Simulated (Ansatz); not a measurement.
```
Ti Al
1.0
     0.00000    3.94834    0.00000
     0.00000    0.00000    3.94834
     3.94834    0.00000    0.00000
Ti Al
1 3
Direct
  0.00000 0.00000 0.03039
  0.50000 0.00000 0.50000
  0.00000 0.50000 0.50000
  0.50000 0.50000 0.00000
```

Space group P4mm; a structure from a database of computed crystals, not necessarily the ambient phase; changed on purpose from its base cell (atom 1 (Ti) moved -0.120 A towards its neighbour atom 1 (Ti) at 3.948 A); not relaxed (largest force 1.1 eV/Å); computed without spin polarisation.

Theory: DFT PBEsol, scalar-relativistic, plane waves, PAW (Ansatz 0.2.0).

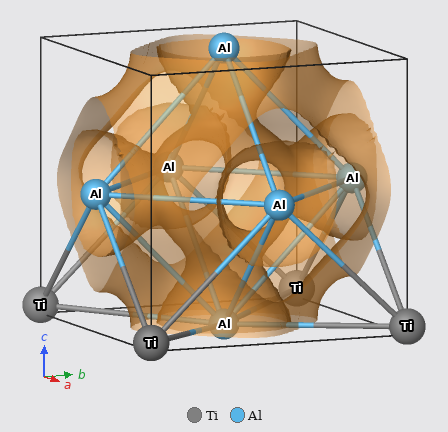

TiAl3. Isosurface of the electron localisation function at 0.55 (orange), seen slightly off an axis. Core shells and regions of very low density are left out. Sticks mark near contacts.

### Identify the bonds, lone pairs and shells in this picture.

At this value the surface marks out one network that runs through the whole crystal, counted in one cell of 4 atoms. Regions shared between cells count once. Along the contacts the grid gives the following. Ti–Al (2.71 Å): the ELF is about 0.35 at the midpoint. Al–Al (2.79 Å): the ELF peaks at about 0.70 between the atoms.

### Metal or insulator at this level of theory?

It is metallic or semimetallic at this level of theory: no gap opens.
